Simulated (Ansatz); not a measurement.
Single-point calculation of NiGe (part 2 of 2)

NiGe (R-3m, 2 atoms in the cell); DFT r2SCAN, scalar-relativistic, plane waves, PAW, spin-polarised (Ansatz 0.2.0); cutoff 500 eV, 18×18×18 k-mesh, Gaussian smearing of 0.1 eV, collinear spins. The structure was built on a prototype by a generator; it need not be a known phase. It belongs to a series of runs on one base structure; here: large parallel starting moments.

Geometry of the input (Å; fractional positions):
```
1.4836  1.4836  3.4859
1.4836  3.4859  1.4836
3.4859  1.4836  1.4836
Ni 0.0000  0.0000  0.0000
Ge 0.5000  0.5000  0.5000
```

Output, continued:
```
SCF iter   1: F=-10144.857916 eV  HF=-10147.606983 eV  |F-HF|=2.75e0  |Δ(HF+E_count)|=         —  Δρ=2.23e-1 (↑8.76e-2 ↓2.23e-1)  dr2=4.58e0  dr2_τ=6.31e-2  dr2_m=5.57e0  M=0.614 μB ∫|m|=0.713 μB  β_m=0.30  ethr=3.10e-3  ⟨swp⟩=4.9  Hψ=103009  notcnv=0
preconditioner: auto → Kerker (q_TF=auto, 2.827 Å⁻¹)  [metal: Δε(μ)=0.004 eV  Ē_g=21.020 eV  σ=0.100 eV  W_gap=0.02  n_scr=14 (ndim 8)  ℏωp=35.8 eV  f_vac=0.000  D(μ)=0.94/eV (n_scr^D=2)]
spin=Collinear: Kerker preconditioning applied to the charge; magnetization (m = ρ↑ − ρ↓) channel mixes plain (no charge-response kernel on spin).
SCF iter   2: F=-10147.902535 eV  HF=-10147.678177 eV  |F-HF|=2.24e-1  |Δ(HF+E_count)|=   7.12e-2  Δρ=1.05e-1 (↑9.70e-2 ↓1.05e-1)  dr2=3.36e-1  dr2_τ=9.65e-3  dr2_m=2.35e0  M=0.688 μB ∫|m|=0.796 μB  β_m=0.30  ethr=3.10e-3  ⟨swp⟩=2.9  Hψ=53292  notcnv=0  defer=1527  κ⁻¹=1.0e0(r=1)
SCF iter   3: F=-10147.877968 eV  HF=-10147.885704 eV  |F-HF|=7.74e-3  |Δ(HF+E_count)|=   2.08e-1  Δρ=9.37e-2 (↑6.94e-2 ↓9.37e-2)  dr2=4.05e-1  dr2_τ=7.09e-3  dr2_m=1.54e0  M=0.595 μB ∫|m|=0.700 μB  β_m=0.30  ethr=1.05e-3  ⟨swp⟩=2.1  Hψ=42838  notcnv=0  defer=1522  κ⁻¹=4.0e-3(r=2)
SCF iter   4: F=-10147.713630 eV  HF=-10147.977892 eV  |F-HF|=2.64e-1  |Δ(HF+E_count)|=   9.22e-2  Δρ=7.81e-2 (↑7.81e-2 ↓2.38e-2)  dr2=5.82e-1  dr2_τ=4.14e-3  dr2_m=5.92e-1  M=0.653 μB ∫|m|=0.777 μB  β_m=0.30  ethr=1.05e-3  ⟨swp⟩=2.9  Hψ=44229  notcnv=0  defer=1525  κ⁻¹=1.1e-4(r=3)
SCF iter   5: F=-10148.115484 eV  HF=-10148.025235 eV  |F-HF|=9.02e-2  |Δ(HF+E_count)|=   4.73e-2  Δρ=5.16e-2 (↑5.16e-2 ↓4.27e-2)  dr2=1.43e-2  dr2_τ=3.17e-3  dr2_m=5.26e-1  M=0.550 μB ∫|m|=0.662 μB  β_m=0.30  ethr=1.05e-3  ⟨swp⟩=2.2  Hψ=44517  notcnv=0  defer=1495  κ⁻¹=6.4e-5(r=4)
SCF iter   6: F=-10148.121163 eV  HF=-10148.081266 eV  |F-HF|=3.99e-2  |Δ(HF+E_count)|=   5.60e-2  Δρ=4.34e-2 (↑4.34e-2 ↓3.30e-2)  dr2=2.38e-2  dr2_τ=1.58e-3  dr2_m=3.45e-1  M=0.509 μB ∫|m|=0.616 μB  β_m=0.67  ethr=4.47e-5  ⟨swp⟩=2.1  Hψ=47322  notcnv=0  defer=1494
Mixer restart at iter 6: flushing history
spin-set hold released at iteration 6 (site moments contracting): the magnetisation degrees of freedom join the quasi-Newton model from the next iteration; the mixer history was flushed
SCF iter   7: F=-10148.145063 eV  HF=-10148.083428 eV  |F-HF|=6.16e-2  |Δ(HF+E_count)|=   2.16e-3  Δρ=1.97e-2 (↑1.97e-2 ↓1.82e-2)  dr2=1.18e-3  dr2_τ=4.82e-4  dr2_m=8.49e-2  M=0.453 μB ∫|m|=0.565 μB  β_m=1.20  ethr=4.47e-5  ⟨swp⟩=2.0  Hψ=41150  notcnv=0  defer=1495  κ⁻¹=1.0e0(r=1)
SCF iter   8: F=-10148.160706 eV  HF=-10148.059099 eV  |F-HF|=1.02e-1  |Δ(HF+E_count)|=   2.43e-2  Δρ=4.78e-3 (↑4.78e-3 ↓2.42e-3)  dr2=1.19e-3  dr2_τ=1.13e-5  dr2_m=2.92e-3  M=0.378 μB ∫|m|=0.482 μB  β_m=1.20  ethr=3.70e-6  ⟨swp⟩=2.3  Hψ=50336  notcnv=0  defer=1495  κ⁻¹=4.1e-2(r=2)
SCF iter   9: F=-10148.169424 eV  HF=-10148.098726 eV  |F-HF|=7.07e-2  |Δ(HF+E_count)|=   3.96e-2  Δρ=4.80e-3 (↑3.86e-3 ↓4.80e-3)  dr2=7.11e-4  dr2_τ=8.23e-6  dr2_m=4.31e-3  M=0.337 μB ∫|m|=0.428 μB  β_m=1.20  ethr=3.70e-6  ⟨swp⟩=2.0  Hψ=50877  notcnv=0  defer=1493  κ⁻¹=8.1e-4(r=3)
SCF iter  10: F=-10148.168972 eV  HF=-10148.096910 eV  |F-HF|=7.21e-2  |Δ(HF+E_count)|=   1.82e-3  Δρ=4.80e-3 (↑3.91e-3 ↓4.80e-3)  dr2=6.79e-4  dr2_τ=8.41e-6  dr2_m=4.36e-3  M=0.339 μB ∫|m|=0.432 μB  β_m=1.20  ethr=2.22e-6  ⟨swp⟩=1.0  Hψ=30895  notcnv=0  defer=1488  κ⁻¹=1.9e-7(r=4)
SCF iter  11: F=-10148.170331 eV  HF=-10148.102111 eV  |F-HF|=6.82e-2  |Δ(HF+E_count)|=   5.20e-3  Δρ=4.70e-3 (↑3.74e-3 ↓4.70e-3)  dr2=7.20e-4  dr2_τ=8.14e-6  dr2_m=4.09e-3  M=0.331 μB ∫|m|=0.421 μB  β_m=1.20  ethr=2.12e-6  ⟨swp⟩=1.0  Hψ=28664  notcnv=0  defer=1488  κ⁻¹=1.2e-7(r=5)
SCF iter  12: F=-10148.185398 eV  HF=-10148.160275 eV  |F-HF|=2.51e-2  |Δ(HF+E_count)|=   5.82e-2  Δρ=3.03e-3 (↑3.03e-3 ↓1.53e-3)  dr2=4.28e-4  dr2_τ=3.91e-6  dr2_m=1.18e-3  M=0.231 μB ∫|m|=0.287 μB  β_m=1.20  ethr=2.12e-6  ⟨swp⟩=2.5  Hψ=52185  notcnv=0  defer=1488  κ⁻¹=1.0e-7(r=6)
SCF iter  13: F=-10148.191997 eV  HF=-10148.194048 eV  |F-HF|=2.05e-3  |Δ(HF+E_count)|=   3.38e-2  Δρ=3.36e-3 (↑3.36e-3 ↓1.46e-3)  dr2=4.18e-3  dr2_τ=7.16e-6  dr2_m=2.98e-4  M=0.094 μB ∫|m|=0.108 μB  β_m=1.20  ethr=1.34e-6  ⟨swp⟩=3.0  Hψ=66128  notcnv=0  defer=1484  κ⁻¹=9.4e-8(r=7)
SCF iter  14: F=-10148.193666 eV  HF=-10148.193386 eV  |F-HF|=2.80e-4  |Δ(HF+E_count)|=   6.62e-4  Δρ=2.25e-3 (↑2.25e-3 ↓6.05e-4)  dr2=1.39e-3  dr2_τ=2.69e-6  dr2_m=1.96e-4  M=0.096 μB ∫|m|=0.111 μB  β_m=1.20  ethr=1.34e-6  ⟨swp⟩=1.4  Hψ=35470  notcnv=0  defer=1491  κ⁻¹=9.4e-8(r=8)
SCF iter  15: F=-10148.194508 eV  HF=-10148.193162 eV  |F-HF|=1.35e-3  |Δ(HF+E_count)|=   2.24e-4  Δρ=1.17e-3 (↑1.17e-3 ↓2.98e-4)  dr2=1.57e-4  dr2_τ=4.44e-7  dr2_m=1.18e-4  M=0.093 μB ∫|m|=0.108 μB  β_m=1.20  ethr=1.34e-6  ⟨swp⟩=1.5  Hψ=32224  notcnv=0  defer=1491  κ⁻¹=2.2e-7(r=8)
SCF iter  16: F=-10148.194944 eV  HF=-10148.194277 eV  |F-HF|=6.66e-4  |Δ(HF+E_count)|=   1.12e-3  Δρ=9.28e-4 (↑9.28e-4 ↓3.44e-4)  dr2=7.86e-5  dr2_τ=3.36e-7  dr2_m=9.30e-5  M=0.075 μB ∫|m|=0.086 μB  β_m=1.20  ethr=4.90e-7  ⟨swp⟩=2.0  Hψ=47273  notcnv=0  defer=1491  κ⁻¹=1.5e-6(r=8)
SCF iter  17: F=-10148.195283 eV  HF=-10148.195226 eV  |F-HF|=5.69e-5  |Δ(HF+E_count)|=   9.48e-4  Δρ=9.41e-4 (↑9.41e-4 ↓3.18e-4)  dr2=1.27e-4  dr2_τ=5.50e-7  dr2_m=8.09e-5  M=0.049 μB ∫|m|=0.055 μB  β_m=1.20  ethr=2.45e-7  ⟨swp⟩=2.0  Hψ=42882  notcnv=0  defer=1492  κ⁻¹=1.7e-6(r=8)
SCF iter  18: F=-10148.195231 eV  HF=-10148.195356 eV  |F-HF|=1.26e-4  |Δ(HF+E_count)|=   1.31e-4  Δρ=1.15e-3 (↑1.15e-3 ↓3.33e-4)  dr2=2.83e-4  dr2_τ=8.41e-7  dr2_m=8.98e-5  M=0.044 μB ∫|m|=0.049 μB  β_m=1.20  ethr=2.45e-7  ⟨swp⟩=1.5  Hψ=26996  notcnv=0  defer=1490  κ⁻¹=8.9e-7(r=8)
SCF iter  19: F=-10148.195206 eV  HF=-10148.195383 eV  |F-HF|=1.77e-4  |Δ(HF+E_count)|=   2.71e-5  Δρ=1.29e-3 (↑1.29e-3 ↓3.96e-4)  dr2=3.12e-4  dr2_τ=1.18e-6  dr2_m=1.26e-4  M=0.044 μB ∫|m|=0.049 μB  β_m=1.20  ethr=2.45e-7  ⟨swp⟩=1.0  Hψ=24017  notcnv=0  defer=1490  κ⁻¹=2.0e-6(r=8)
SCF iter  20: F=-10148.195461 eV  HF=-10148.195327 eV  |F-HF|=1.35e-4  |Δ(HF+E_count)|=   5.67e-5  Δρ=4.28e-4 (↑4.28e-4 ↓1.90e-4)  dr2=1.51e-5  dr2_τ=8.35e-8  dr2_m=2.18e-5  M=0.038 μB ∫|m|=0.043 μB  β_m=1.20  ethr=2.45e-7  ⟨swp⟩=2.0  Hψ=42081  notcnv=0  defer=1490  κ⁻¹=2.9e-6(r=8)
SCF iter  21: F=-10148.195572 eV  HF=-10148.195541 eV  |F-HF|=3.19e-5  |Δ(HF+E_count)|=   2.14e-4  Δρ=3.09e-4 (↑3.09e-4 ↓1.93e-4)  dr2=3.40e-6  dr2_τ=6.70e-8  dr2_m=1.47e-5  M=0.023 μB ∫|m|=0.026 μB  β_m=1.20  ethr=4.73e-8  ⟨swp⟩=2.0  Hψ=42982  notcnv=0  defer=1490  κ⁻¹=4.4e-6(r=8)
SCF iter  22: F=-10148.195620 eV  HF=-10148.195613 eV  |F-HF|=6.69e-6  |Δ(HF+E_count)|=   7.27e-5  Δρ=1.03e-4 (↑1.03e-4 ↓2.56e-5)  dr2=1.41e-6  dr2_τ=4.11e-9  dr2_m=8.08e-7  M=0.008 μB ∫|m|=0.009 μB  β_m=1.20  ethr=1.06e-8  ⟨swp⟩=2.7  Hψ=45274  notcnv=0  defer=1491  κ⁻¹=5.9e-6(r=8)
SCF iter  23: F=-10148.195623 eV  HF=-10148.195617 eV  |F-HF|=6.21e-6  |Δ(HF+E_count)|=   3.97e-6  Δρ=3.88e-5 (↑3.88e-5 ↓1.43e-5)  dr2=2.49e-7  dr2_τ=1.26e-9  dr2_m=8.76e-8  M=0.006 μB ∫|m|=0.007 μB  β_m=1.20  ethr=4.40e-9  ⟨swp⟩=2.0  Hψ=42420  notcnv=0  defer=1491  κ⁻¹=1.7e-5(r=8)
SCF iter  24: F=-10148.195627 eV  HF=-10148.195626 eV  |F-HF|=7.07e-7  |Δ(HF+E_count)|=   8.96e-6  Δρ=2.55e-5 (↑2.55e-5 ↓1.08e-5)  dr2=8.63e-8  dr2_τ=5.07e-10  dr2_m=5.88e-8  M=0.002 μB ∫|m|=0.003 μB  β_m=1.20  ethr=3.13e-10  ⟨swp⟩=8.7  Hψ=144685  notcnv=0  κ⁻¹=1.4e-5(r=8)
iter 25 did not close the SCF: its close was put off for a magnetic moment that had not settled (scf_convergence_deferred on its scf_iter line)
SCF iter  25: F=-10148.195627 eV  HF=-10148.195627 eV  |F-HF|=3.37e-8  |Δ(HF+E_count)|=   1.25e-6  Δρ=6.36e-6 (↑5.88e-6 ↓6.36e-6)  dr2=9.77e-9  dr2_τ=1.60e-10  dr2_m=2.63e-10  M=-0.000 μB ∫|m|=0.000 μB  β_m=1.20  ethr=2.70e-10  ⟨swp⟩=6.1  Hψ=118799  notcnv=0  κ⁻¹=4.9e-6(r=8)
SCF iter  26: F=-10148.195627 eV  HF=-10148.195627 eV  |F-HF|=1.05e-7  |Δ(HF+E_count)|=   1.39e-7  Δρ=8.50e-6 (↑3.39e-6 ↓8.50e-6)  dr2=4.83e-9  dr2_τ=2.83e-11  dr2_m=6.86e-9  M=0.001 μB ∫|m|=0.001 μB  β_m=1.20  ethr=3.05e-11  ⟨swp⟩=2.9  Hψ=112409  notcnv=0  κ⁻¹=1.8e-6(r=8)
iter 27 did not close the SCF: its close was put off for a magnetic moment that had not settled (scf_convergence_deferred on its scf_iter line)
SCF iter  27: F=-10148.195627 eV  HF=-10148.195627 eV  |F-HF|=1.50e-8  |Δ(HF+E_count)|=   1.58e-7  Δρ=4.18e-6 (↑4.18e-6 ↓2.33e-6)  dr2=1.55e-9  dr2_τ=1.57e-11  dr2_m=2.18e-9  M=0.000 μB ∫|m|=0.000 μB  β_m=1.20  ethr=1.51e-11  ⟨swp⟩=4.8  Hψ=95312  notcnv=0  κ⁻¹=6.1e-7(r=8)
SCF iter  28: F=-10148.195627 eV  HF=-10148.195627 eV  |F-HF|=2.35e-9  |Δ(HF+E_count)|=   3.16e-8  Δρ=1.48e-6 (↑1.48e-6 ↓9.91e-7)  dr2=6.54e-10  dr2_τ=4.62e-12  dr2_m=2.43e-11  M=-0.000 μB ∫|m|=0.000 μB  ethr=4.86e-12  ⟨swp⟩=1.8  Hψ=94554  notcnv=0
WARN: the starting moments were not kept: the SCF closed with an absolute magnetisation of 5.9e-5 μB, where they sum to 2.5 μB in size (1 site). That is at most 0.1 of that sum. Measured as dr2_m measures the in/out step, that magnetisation stands 6.7e-9 eV from none, at or under the dr2_threshold of 1.0e-7 eV: it is no larger than a step whose dr2_m would equal this threshold. The system may hold no moment; this SCF shows only that its start led to no more than that. To try another start: raise the starting moments (crystal.atoms[].spin, magnetization.per_species, magnetization.initial_magnetization, or on a non-collinear deck that types none of these the spinor_matrix: blocks that start its atoms; where the total moment is fixed, keep their sum and leave initial_magnetization as it is; typed ones take the place of any that the run laid by itself, positive ones on a crystal's lanthanoids without a Hubbard term where scf.initial_density.shell_occupations: [] is typed) or, if the notice of its spin-set hold's release reads "site moments contracting" or "site moments show no strong build", lengthen the hold (scf.mixing.spin_hold: { on: { confirm: 4 } }; for m-r²SCAN on two components see the key's manual first). Each may lead to a state that holds a moment. A second SCF, from the converged charge density, with the starting moments and any scf.initial_density.shell_occupations laid on it anew, would have followed, and was not run: the deck does not ask for one (magnetization.retry_lost_moments is false, the default). To let it run, set magnetization.retry_lost_moments: true and run the deck again, where that key's refused combinations let it; where memory then withholds it, that run's warning says so.
SCF 1 converged in 28 iterations: F = -10148.195627 eV  dr2 = 6.54e-10
  greatest PAW one-centre occupation: 1.002 electrons in one spin orbital (limit 2), on the Ni atom at site 0 (counted from 0), in its partial waves of l = 1
```

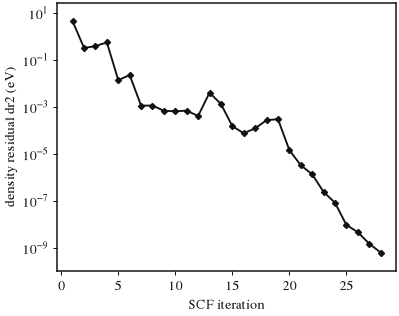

Convergence of the self-consistent field: density residual dr2 against the SCF iteration. The residual falls unevenly and jumps up by a factor of two or more 2 times on the way down.

```
this state was not tested for a lower state beside it, because the mixer in use, unlike msr1, does not test its closes by its own steps (another_mixer; see scf.mixing.algorithm and scf.lower_state_search)
SCF converged after 28 iterations
Magnetization: -0.0001 μB (16.0000 up, 16.0000 down)
Absolute magnetization: 0.0001 μB (∫|ρ↑−ρ↓|, with the PAW one-centre terms)
Spin contamination: 0.0000 ħ² per cell (⟨S²⟩ above its minimum at these occupations)
Per-site moments (μB) at R_I (Å): [(-5.035302254607891e-5, 1.0223734787680256), (-3.0469272985790924e-6, 1.0223734787680256)]
Free energy (F): -10148.195627 eV
Harris-Foulkes:  -10148.195627 eV  (|F-HF|=2.35e-9)
Internal energy: -10148.188131 eV  (E = F + TS)
E sigma→0 (E₀):  -10148.191879 eV
Entropy (-TS):   -0.007497 eV (-3.748 meV/atom)
Fermi energy:    16.158053 eV
--- Per-component energies (eV) ---
  E_band       = -398.126591
  E_kinetic    = 397.207803
  E_local      = -5663.352607  (includes V_loc(G=0)·N_el)
  E_nonlocal   = 1066.181008
  E_hartree    = 2435.697926
  E_xc         = -148.454839
  E_vxc        = -185.871406  (∫ρ·V_xc dr)
  E_paw        = -3683.801057  (= ΣΔE_a)
  E_vpaw       = -896.267492  (= ΣTr[D̂ρ^β])
  E_aug_tail   = 0.000258  (compensation charges beyond the density's cutoff)
  E_vtau       = 12.581460  (kinetic-family band-sum trace: ∫τ·v_τ [+ j·A + Jᵃ·Aᵃ] dr)
  E_ewald      = -4550.280788
  E_core_change = -1.385834  (= ΣΔE_core)
  E_smearing   = -0.007497  (= −TS)
  E_closure    = 0.000000  (closes the sum)
  Σ components = -10148.195627   (vs F -10148.195627, Δ=0.00e0)
--- Forces (eV/Å), atoms counted from 1 ---
  atom   1  Ni    -0.00000000    -0.00000000    -0.00000000
  atom   2  Ge     0.00000000    -0.00000000    -0.00000000
  max |Σ_I F_I| component: 1.34e-29 eV/Å
--- Stress (GPa, compression-positive) ---
        0.001048      -0.001086      -0.001086
       -0.001086       0.001048      -0.001086
       -0.001086      -0.001086       0.001048
  P = ⅓ Tr σ = 0.0010 GPa (0.010 kbar)
--- Band table (eV; the first three rows and the last of 1160) ---
  k-point 0 ↑: bands = ["-90.7293", "-49.8624", "-49.5565", "-49.5565", "-9.3854", "-9.3854", "-9.2981", "-9.2190", "-9.2190", "1.9010", "12.4869", "13.1803", "14.1807", "14.1807", "14.4706", "14.4706", "19.1688", "25.7217", "25.7217", "32.1432", "32.1663", "32.1663"]
  k-point 1 ↑: bands = ["-90.7292", "-49.8622", "-49.5577", "-49.5568", "-9.3864", "-9.3809", "-9.2950", "-9.2215", "-9.2195", "1.9856", "12.4876", "13.1184", "14.1621", "14.2096", "14.4521", "14.6172", "19.2266", "25.0158", "25.5286", "30.6331", "32.5194", "32.6941"]
  k-point 2 ↑: bands = ["-90.7288", "-49.8618", "-49.5612", "-49.5577", "-9.3897", "-9.3678", "-9.2857", "-9.2289", "-9.2210", "2.2394", "12.4548", "13.0522", "14.0855", "14.2939", "14.3984", "14.9769", "19.4108", "23.3709", "25.0568", "29.4687", "31.1005", "33.1680"]
  k-point 579 ↓: bands = ["-90.7293", "-49.8632", "-49.5566", "-49.5566", "-9.3838", "-9.3838", "-9.2895", "-9.2143", "-9.2143", "3.2467", "7.7221", "13.5779", "14.0664", "14.0664", "14.4711", "14.4711", "26.4510", "26.4510", "28.8398", "30.2031", "30.2031", "30.2465"]
--- Löwdin populations: 2 sites ---
  site symbol       q [e]    m [muB]
     0     Ni     17.4969    -0.0000
     1     Ge     14.3283    -0.0000
  spilling = 0.005465 (of n_electrons = 32.000000)
```

File populations.tsv:
```
# site	symbol	l	j	q_up	q_dn
# orbitals = lowdin
# n_electrons = 32.000000
# spilling = 0.005465
0	Ni	0_3S	-	0.995293	0.995293
0	Ni	0_4S	-	0.274452	0.274455
0	Ni	1_3P	-	2.997806	2.997806
0	Ni	2_3D	-	4.480855	4.480900
1	Ge	0_4S	-	0.743777	0.743783
1	Ge	1_4P	-	1.421691	1.421692
1	Ge	2_3D	-	4.998656	4.998656
```

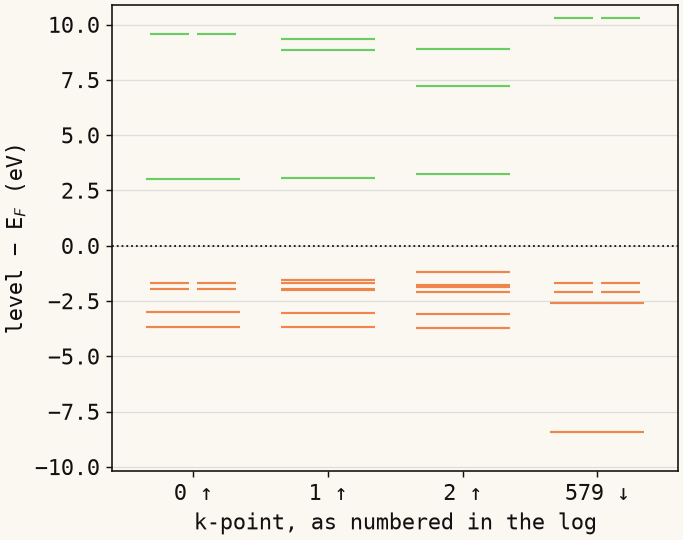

Kohn–Sham levels near the Fermi level (dotted) at the few k-points that the log prints; levels within 0.02 eV of each other stand side by side. The system is metallic on the full mesh.
